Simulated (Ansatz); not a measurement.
## TaN: single-point calculation (part 3 of 3)

The same run, continued: TaN (6 atoms in the cell); DFT, PBE, plane waves, PAW, spin-polarised (Ansatz 0.2.0); cutoff 420 eV, 6×6×8 k-mesh, Gaussian smearing of 0.05 eV, collinear spins. The structure derives from an entry of the Crystallography Open Database. Some settings of this run were made unusual or wrong on purpose.

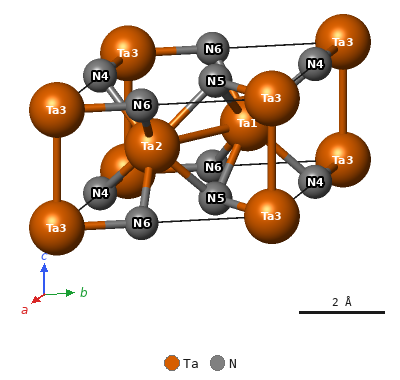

*The structure as given in the input (ball-and-stick view of the cell of the calculation, seen slightly off an axis; atoms are numbered from 1 in the order of the input). An atom can appear more than once, as a periodic image.*

```
the search or the solves at the SCF's close seem to have found levels that the self-consistency loop had missed (the run counts 2). By its estimate they hold under 1e-12 electrons; where the run keeps them, the occupations were computed again with them
WARN: the starting moments were not kept: the SCF closed with an absolute magnetisation of 1.2e-5 μB, where they sum to 6 μB in size (3 sites). That is at most 0.1 of that sum. Measured as dr2_m measures the in/out step, that magnetisation stands 1.0e-11 eV from none, at or under the dr2_threshold of 1.0e-7 eV: it is no larger than a step whose dr2_m would equal this threshold. The system may hold no moment; this SCF shows only that its start led to no more than that. To try another start: raise the starting moments (crystal.atoms[].spin, magnetization.per_species, magnetization.initial_magnetization, or on a non-collinear deck that types none of these the spinor_matrix: blocks that start its atoms; where the total moment is fixed, keep their sum and leave initial_magnetization as it is; typed ones take the place of any that the run laid by itself, positive ones on a crystal's lanthanoids without a Hubbard term where scf.initial_density.shell_occupations: [] is typed) or, if the notice of its spin-set hold's release reads "site moments contracting" or "site moments show no strong build", lengthen the hold (scf.mixing.spin_hold: { on: { confirm: 4 } }; for m-r²SCAN on two components see the key's manual first). Each may lead to a state that holds a moment. A second SCF, from the converged charge density, with the starting moments and any scf.initial_density.shell_occupations laid on it anew, would have followed, and was not run: the deck does not ask for one (magnetization.retry_lost_moments is false, the default). To let it run, set magnetization.retry_lost_moments: true and run the deck again, where that key's refused combinations let it; where memory then withholds it, that run's warning says so.
SCF converged after 39 iterations
Magnetization: 0.0000 μB (27.0000 up, 27.0000 down)
Absolute magnetization: 0.0000 μB (∫|ρ↑−ρ↓|, with the PAW one-centre terms)
Spin contamination: 0.0000 ħ² per cell (⟨S²⟩ above its minimum at these occupations)
Per-site moments (μB) at R_I (Å): [(1.1255526791727107e-6, 0.8917734286947537), (1.1255526790401066e-6, 0.8917734286947537), (-8.314911343049958e-7, 0.8433066084520471), (-1.0447759143500673e-6, 0.8433066084520473), (-1.0447759143444436e-6, 0.8433066084520471), (-1.044775914305769e-6, 0.8433066084520473)]
Free energy (F): -30955.758816 eV
Harris-Foulkes:  -30955.758816 eV  (|F-HF|=2.91e-11)
Internal energy: -30955.758685 eV  (E = F + TS)
E sigma→0 (E₀):  -30955.758751 eV
Entropy (-TS):   -0.000131 eV (-0.022 meV/atom)
Fermi energy:    19.889530 eV
--- Per-component energies (eV) ---
  E_band       = -217.951914
  E_kinetic    = 1498.920906
  E_local      = -2031.634616  (includes V_loc(G=0)·N_el)
  E_nonlocal   = 180.295562
  E_hartree    = 689.673421
  E_xc         = -839.311262
  E_vxc        = -846.365951  (∫ρ·V_xc dr)
  E_paw        = -25573.168691  (= ΣΔE_a)
  E_vpaw       = -398.515270  (= ΣTr[D̂ρ^β])
  E_aug_tail   = 0.000881  (compensation charges beyond the density's cutoff)
  E_ewald      = -4880.534887
  E_smearing   = -0.000131  (= −TS)
  E_closure    = 0.000000  (closes the sum)
  Σ components = -30955.758816   (vs F -30955.758816, Δ=0.00e0)
--- Forces (eV/Å), atoms counted from 1 ---
  atom   1  Ta     0.00000000    -0.00000000     0.00000000
  atom   2  Ta     0.00000000     0.00000000    -0.00000000
  atom   3  Ta    -0.00000000     0.00000000    -0.00000000
  atom   4  N     -0.01282974     0.00000000     0.00000000
  atom   5  N      0.00641487     0.01111088     0.00000000
  atom   6  N      0.00641487    -0.01111088     0.00000000
  max |Σ_I F_I| component: 2.41e-16 eV/Å
--- Stress (GPa, compression-positive) ---
        4.899007      -0.000000      -0.000000
       -0.000000       4.899007       0.000000
       -0.000000       0.000000       4.918511
  P = ⅓ Tr σ = 4.9055 GPa (49.055 kbar)
--- Band table (eV; the first three rows and the last of 70) ---
  k-point 0 ↑: bands = ["-49.6369", "-49.5925", "-48.9931", "-16.4542", "-16.4542", "-16.1026", "-16.1026", "-15.9274", "-15.8204", "-15.6621", "-15.6621", "-15.0338", "1.3853", "4.0748", "4.0748", "10.3513", "13.1582", "13.1582", "13.2506", "13.9969", "13.9969", "14.7012", "14.7012", "15.4722", "16.4015", "17.7947", "18.8071", "18.8071", "20.3665", "20.3665", "21.5213", "21.6666", "21.6666", "22.2328", "22.9346", "22.9346"]
  k-point 1 ↑: bands = ["-49.6302", "-49.5860", "-48.9873", "-16.4324", "-16.4324", "-16.0797", "-16.0797", "-16.0621", "-15.9406", "-15.6601", "-15.6601", "-15.1377", "1.6766", "3.9943", "3.9943", "10.8664", "12.8884", "12.8884", "13.4737", "13.8825", "13.8825", "14.6103", "14.6103", "14.7011", "16.9629", "18.2707", "18.2707", "18.5077", "21.0363", "21.0363", "21.7099", "21.7099", "21.7779", "22.5225", "23.0184", "23.0184"]
  k-point 2 ↑: bands = ["-49.6138", "-49.5703", "-48.9731", "-16.3791", "-16.3791", "-16.3751", "-16.2219", "-16.0214", "-16.0214", "-15.6582", "-15.6582", "-15.3817", "2.4210", "3.7899", "3.7899", "12.1909", "12.3174", "12.3174", "12.7156", "13.5272", "13.5272", "14.5149", "14.5149", "14.5790", "17.7604", "17.7604", "18.5486", "20.1179", "21.1763", "21.1763", "21.9221", "21.9221", "22.5079", "23.2558", "23.4218", "23.4218"]
  k-point 34 ↓: bands = ["-49.5692", "-49.5692", "-48.9530", "-16.7114", "-16.7114", "-16.3670", "-16.1169", "-16.1169", "-15.8817", "-15.6879", "-15.6510", "-15.6510", "3.1567", "3.8360", "3.8360", "11.5921", "11.5921", "12.4263", "12.4263", "12.7649", "12.9231", "13.1401", "15.6946", "15.6946", "17.1822", "17.1822", "18.0278", "22.2381", "22.2381", "22.2878", "22.3586", "22.3586", "23.4623", "23.7806", "23.7806", "25.9538"]
```

The run was set up as follows.

### Input file
```yaml
crystal:
  lattice:
    - [5.201560116206, -5.005351317731e-11, 0.0]
    - [-2.60078005806, 4.504683199971, 0.0]
    - [0.0, 0.0, 2.904779771304]
  atoms:
    - { symbol: Ta, position: [0.3333333333333, 0.6666666666667, 0.5], spin: 2.0 }
    - { symbol: Ta, position: [0.6666666666667, 0.3333333333333, 0.5], spin: 2.0 }
    - { symbol: Ta, position: [1.391072800691e-20, 1.545788150397e-31, 0.0], spin: -2.0 }
    - { symbol: "N", position: [0.3930320156224, 1.258403194471e-20, 0.0] }
    - { symbol: "N", position: [0.6069679843776, 0.6069679843776, 0.0] }
    - { symbol: "N", position: [0.0, 0.3930320156224, 0.0] }
basis:
  ecutwfc: 420
  ecutrho_ratio: 4
kpoints:
  mp_grid: { grid: [6, 6, 8] }
hamiltonian:
  xc: pbe
scf:
  occupations: { method: gaussian, width: 0.05 }
  mixing: { algorithm: anderson, beta: 0.005, ndim: 1 }
  max_iter: 100
output:
  forces: true
  stress: true
magnetization:
  spin_polarized: true
```

Run as:
```bash
ansatz run input.yaml --threads 4 --pin off --max-ram 8192MiB --backend cpu --events-out ev --progress --plain --runs-dir out
```

### Outcome

```csv
quantity,value
outcome,converged
space group (tolerance 0.01 Å),P-62m (189)
electrons treated,54
free energy,−30955.7588 eV
Fermi energy,19.890 eV
net moment of the cell,0.00 μB
integrated absolute moment,0.00 μB
pressure,4.91 GPa
largest force (length of the vector),0.013 eV/Å
hardware,"4 threads of Arm Neoverse V2, 24 GiB of memory available, shared host"
wall time,44 s (CPU time 2.8 min)
peak memory,0.65 GiB
```

This input holds a deliberate fault: mixing far too weak (`scf.mixing`). The run converged; whether the setting changed the result can't be told without a sound run beside it. The program warns: some starting moments were not kept.
